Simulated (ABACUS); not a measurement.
**Run report: AgCl, band-structure run (part 2 of 2)**

The same run, continued: AgCl (2 atoms in the cell); Kohn-Sham DFT of a periodic cell, r2SCAN, SG15 ONCV 1.2 PBE, no spin polarisation (ABACUS 3.10.1); cutoff 1292.54 eV, 5×5×5 k-mesh, fermi-dirac of 0.05 eV. The structure derives from an entry of the Crystallography Open Database.

Geometry of the input (Å; fractional positions):
```
0.0000  2.7350  2.7350
2.7350  0.0000  2.7350
2.7350  2.7350  0.0000
Ag 0.0000  0.0000  0.0000
Cl 0.5000  0.5000  0.5000
```

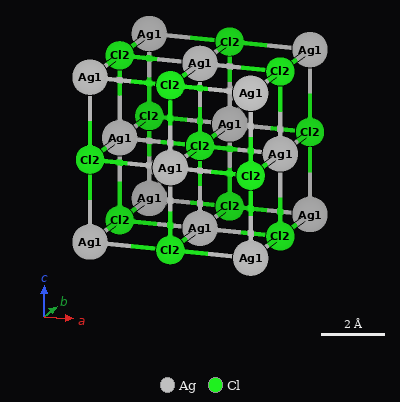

*The input geometry (ball-and-stick view of the cell 4 times as large as that of the calculation, set on its symmetry axes, seen slightly off an axis; atoms are numbered from 1 in the order of the input). An atom can appear more than once, as a periodic image.*

## The program's output, continued
```
----------------------------------------------------------
     Energy           Rydberg                 eV
----------------------------------------------------------
 E_KohnSham     -317.9598006956      -4326.0650244039
 E_Harris       -317.4616647459      -4319.2875371102
 E_Fermi        0.6794091043         9.2438350915
----------------------------------------------------------

 PW ALGORITHM --------------- ION=   1  ELEC=   4--------------------------------

 Density error is 5.12317676293e-05
                          Error Threshold = 5.33395816746e-06
----------------------------------------------------------
     Energy           Rydberg                 eV
----------------------------------------------------------
 E_KohnSham     -317.9602076681      -4326.0705615490
 E_Harris       -317.9042562495      -4325.3093034452
 E_Fermi        0.6873889329         9.3524062293
----------------------------------------------------------

 PW ALGORITHM --------------- ION=   1  ELEC=   5--------------------------------

 Density error is 3.82879637635e-06
                          Error Threshold = 1.97045260113e-07
----------------------------------------------------------
     Energy           Rydberg                 eV
----------------------------------------------------------
 E_KohnSham     -317.9602239987      -4326.0707837385
 E_Harris       -317.9664875236      -4326.1560033666
 E_Fermi        0.6882078716         9.3635484618
----------------------------------------------------------

 PW ALGORITHM --------------- ION=   1  ELEC=   6--------------------------------

 Density error is 2.59405773697e-07
                          Error Threshold = 1.4726139909e-08
----------------------------------------------------------
     Energy           Rydberg                 eV
----------------------------------------------------------
 E_KohnSham     -317.9602251998      -4326.0708000802
 E_Harris       -317.9628064208      -4326.1059193945
 E_Fermi        0.6882748770         9.3644601180
----------------------------------------------------------

 PW ALGORITHM --------------- ION=   1  ELEC=   7--------------------------------

 Density error is 2.92487061197e-08
                          Error Threshold = 9.97714514221e-10
----------------------------------------------------------
     Energy           Rydberg                 eV
----------------------------------------------------------
 E_KohnSham     -317.9602254845      -4326.0708039538
 E_Harris       -317.9609548192      -4326.0807270619
 E_Fermi        0.6883329777         9.3652506177
----------------------------------------------------------

 PW ALGORITHM --------------- ION=   1  ELEC=   8--------------------------------

 Density error is 1.42292768468e-09
                          Error Threshold = 1.12495023537e-10
----------------------------------------------------------
     Energy           Rydberg                 eV
----------------------------------------------------------
 E_KohnSham     -317.9602255077      -4326.0708042697
 E_KS(sigma->0) -317.9602255068      -4326.0708042578
 E_Harris       -317.9598280742      -4326.0653969094
 E_band         -26.9622627388       -366.8404042213
 E_one_elec     -168.2231227021      -2288.7930041016
 E_Hartree      93.3649014628        1270.2946531032
 E_xc           -33.2051311003       -451.7789858013
 E_Ewald        -209.8968731664      -2855.7934674461
 E_entropy(-TS) -0.0000000018        -0.0000000238
 E_descf        0.0000000000         0.0000000000
 E_exx          0.0000000000         0.0000000000
 E_Fermi        0.6882908857         9.3646779270
----------------------------------------------------------

 charge density convergence is achieved
 final etot is -4326.0708043 eV
 EFERMI = 9.364677927 eV
The vacuum level is 8.1842171096 eV

 STATE ENERGY(eV) AND OCCUPATIONS    NSPIN == 1
 1/10 kpoint (Cartesian) = 0.0000 0.0000 0.0000 (1069 pws)
       1       -83.9673      0.0160000
       2       -46.5512      0.0160000
       3       -46.5512      0.0160000
       4       -46.5512      0.0160000
       5       -7.46268      0.0160000
       6        6.01786      0.0160000
       7        6.01786      0.0160000
       8        6.01786      0.0160000
       9        6.08748      0.0160000
      10        6.08748      0.0160000
      11        6.12708      0.0160000
      12        6.12708      0.0160000
      13        6.12708      0.0160000
      14        10.0612    1.42510e-08
      15        20.2267        0.00000
      16        20.2267        0.00000
      17        20.2267        0.00000
      18        21.5083        0.00000
      19        23.2497        0.00000
      20        23.2497        0.00000
      21        23.2497        0.00000
      22        23.5056        0.00000
      23        23.5056        0.00000

 2/10 kpoint (Cartesian) = 0.14142 0.14142 0.14142 (1079 pws)
       1       -83.9672       0.128000
       2       -46.5524       0.128000
       3       -46.5514       0.128000
       4       -46.5514       0.128000
       5       -7.30581       0.128000
       6        4.60640       0.128000
       7        4.91139       0.128000
       8        4.91139       0.128000
       9        6.15152       0.128000
      10        6.15152       0.128000
      11        6.43551       0.128000
      12        7.48403       0.128000
      13        7.48403       0.128000
      14        11.5986    5.05012e-21
      15        17.7237    3.17214e-74
      16        19.2412    2.09475e-87
      17        19.2412    2.09475e-87
      18        21.6184        0.00000
      19        21.6184        0.00000
      20        22.1485        0.00000
      21        25.3075        0.00000
      22        27.5242        0.00000
      23        27.5242        0.00000

 3/10 kpoint (Cartesian) = 0.28284 0.28284 0.28284 (1073 pws)
       1       -83.9672       0.128000
       2       -46.5543       0.128000
       3       -46.5517       0.128000
       4       -46.5517       0.128000
       5       -7.03108       0.128000
       6        3.24316       0.128000
       7        4.23865       0.128000
       8        4.23865       0.128000
       9        6.36791       0.128000
      10        6.36791       0.128000
      11        6.70383       0.128000
      12        8.50709       0.128000
      13        8.50709       0.128000
      14        13.2381    2.90620e-35
      15        16.1283    2.28839e-60
      16        17.3605    4.53024e-71
      17        17.3605    4.53024e-71
      18        22.5222        0.00000
      19        22.9522        0.00000
      20        22.9522        0.00000
      21        26.0673        0.00000
      22        28.5673        0.00000
      23        28.5673        0.00000

 4/10 kpoint (Cartesian) = 0.0000 0.0000 0.28284 (1087 pws)
       1       -83.9672      0.0960000
       2       -46.5523      0.0960000
       3       -46.5517      0.0960000
       4       -46.5517      0.0960000
       5       -7.26863      0.0960000
       6        4.11038      0.0960000
       7        5.42415      0.0960000
       8        5.42415      0.0960000
       9        5.89708      0.0960000
      10        6.15508      0.0960000
      11        6.69982      0.0960000
      12        6.69982      0.0960000
      13        7.25803      0.0960000
      14        12.1616    4.88169e-26
      15        17.6181    1.96781e-73
      16        18.3089    1.96573e-79
      17        19.6218        0.00000
      18        19.6218        0.00000
      19        23.9326        0.00000
      20        25.0832        0.00000
      21        25.4886        0.00000
      22        25.4886        0.00000
      23        26.9927        0.00000

 5/10 kpoint (Cartesian) = 0.14142 0.14142 0.42426 (1075 pws)
       1       -83.9671       0.384000
       2       -46.5537       0.384000
       3       -46.5521       0.384000
       4       -46.5520       0.384000
       5       -7.05880       0.384000
       6        3.62212       0.384000
       7        4.52315       0.384000
       8        4.70741       0.384000
       9        6.09604       0.384000
      10        6.41056       0.384000
      11        6.67037       0.384000
      12        7.42061       0.384000
      13        7.86119       0.384000
      14        13.3067    2.21122e-35
      15        15.8572    1.55311e-57
      16        17.4848    1.13216e-71
      17        18.8780    8.97465e-84
      18        21.0483        0.00000
      19        24.0999        0.00000
      20        24.7515        0.00000
      21        26.6297        0.00000
      22        27.2061        0.00000
      23        28.9559        0.00000

 6/10 kpoint (Cartesian) = 0.84853 -0.28284 -0.28284 (1074 pws)
       1       -83.9671       0.384000
       2       -46.5542       0.384000
       3       -46.5526       0.384000
       4       -46.5519       0.384000
       5       -6.96283       0.384000
       6        3.40950       0.384000
       7        4.23831       0.384000
       8        4.25520       0.384000
       9        6.35800       0.384000
      10        6.39776       0.384000
      11        6.70252       0.384000
      12        7.60009       0.384000
      13        8.37972       0.384000
      14        14.3985    7.26489e-45
      15        14.8347    1.18046e-48
      16        17.4038    5.72509e-71
      17        17.9116    2.22251e-75
      18        22.7198        0.00000
      19        22.8305        0.00000
      20        24.7693        0.00000
      21        25.8388        0.00000
      22        28.2274        0.00000
      23        28.3119        0.00000

[... levels at 4 further k points ...]

------------------------------------------------------------------------------------------
 TOTAL-FORCE (eV/Angstrom)
------------------------------------------------------------------------------------------
                       Ag1         0.0000000000         0.0000000000         0.0000000000
                       Cl1         0.0000000000         0.0000000000         0.0000000000
------------------------------------------------------------------------------------------

----------------------------------------------------------------
 TOTAL-STRESS (KBAR)
----------------------------------------------------------------
        22.1274719639        -0.0000000000        -0.0000000000
        -0.0000000000        22.1274719639         0.0000000000
        -0.0000000000         0.0000000000        22.1274719639
----------------------------------------------------------------
 TOTAL-PRESSURE: 22.127472 KBAR

 --------------------------------------------
 !FINAL_ETOT_IS -4326.0708042696778648 eV
 --------------------------------------------
```

## Standard output
```
ABACUS
v3.10.1

               Atomic-orbital Based Ab-initio Computation at UStc

 dft_functional readin is: MGGA_X_R2SCAN+MGGA_C_R2SCAN
 dft_functional in pseudopot file is: PBE
 Please make sure this is what you need
 dft_functional readin is: MGGA_X_R2SCAN+MGGA_C_R2SCAN
 dft_functional in pseudopot file is: PBE
 Please make sure this is what you need

%%%%%%%%%%%%%%%%%%%%%%%%%%%%%%%%%%%%%%%%%%%%%%%%%%%%%%%%%%%%%%%%%%%%%%%%%%%%%%%%%%%%%%%%%%%%%%%%%%%%%%%%%
 Warning: the number of valence electrons in pseudopotential > 11 for Ag: [Kr] 4d10 5s1
 Pseudopotentials with additional electrons can yield (more) accurate outcomes, but may be less efficient.
 If you're confident that your chosen pseudopotential is appropriate, you can safely ignore this warning.
%%%%%%%%%%%%%%%%%%%%%%%%%%%%%%%%%%%%%%%%%%%%%%%%%%%%%%%%%%%%%%%%%%%%%%%%%%%%%%%%%%%%%%%%%%%%%%%%%%%%%%%%%

 UNIFORM GRID DIM        : 45 * 45 * 45
 UNIFORM GRID DIM(BIG)   : 45 * 45 * 45
func,idMGGA_X_R2SCAN 497
func,idMGGA_C_R2SCAN 498
 ---------------------------------------------------------
 Self-consistent calculations for electrons
 ---------------------------------------------------------
 SPIN    KPOINTS         PROCESSORS  THREADS
 1       10              4           4
 ---------------------------------------------------------
 Use plane wave basis
 ---------------------------------------------------------
 ELEMENT NATOM       XC
 Ag      1
 Cl      1
 ---------------------------------------------------------
 Initial plane wave basis and FFT box
 ---------------------------------------------------------
 -------------------------------------------
 SELF-CONSISTENT :
 -------------------------------------------
 START CHARGE      : atomic
 ITER       ETOT/eV          EDIFF/eV         DRHO         DKIN     TIME/s
 DA1     -4.32518353e+03   0.00000000e+00   1.0900e-01   4.5359e-01   7.22
 DA2     -4.32589882e+03  -7.15287984e-01   1.8246e-02   2.2973e-01   2.46
 DA3     -4.32606502e+03  -1.66208752e-01   1.3868e-03   1.0436e-02   2.41
 DA4     -4.32607056e+03  -5.53714512e-03   5.1232e-05   2.3333e-03   2.69
 DA5     -4.32607078e+03  -2.22189524e-04   3.8288e-06   3.2803e-04   2.62
 DA6     -4.32607080e+03  -1.63416541e-05   2.5941e-07   1.2148e-03   2.59
 DA7     -4.32607080e+03  -3.87360845e-06   2.9249e-08   2.7610e-04   2.65
 DA8     -4.32607080e+03  -3.15879018e-07   1.4229e-09   2.6041e-04   3.08
----------------------------------------------------------------
 TOTAL-STRESS (KBAR)
----------------------------------------------------------------
        22.1274719639        -0.0000000000        -0.0000000000
        -0.0000000000        22.1274719639         0.0000000000
        -0.0000000000         0.0000000000        22.1274719639
----------------------------------------------------------------
 TOTAL-PRESSURE: 22.127472 KBAR
```
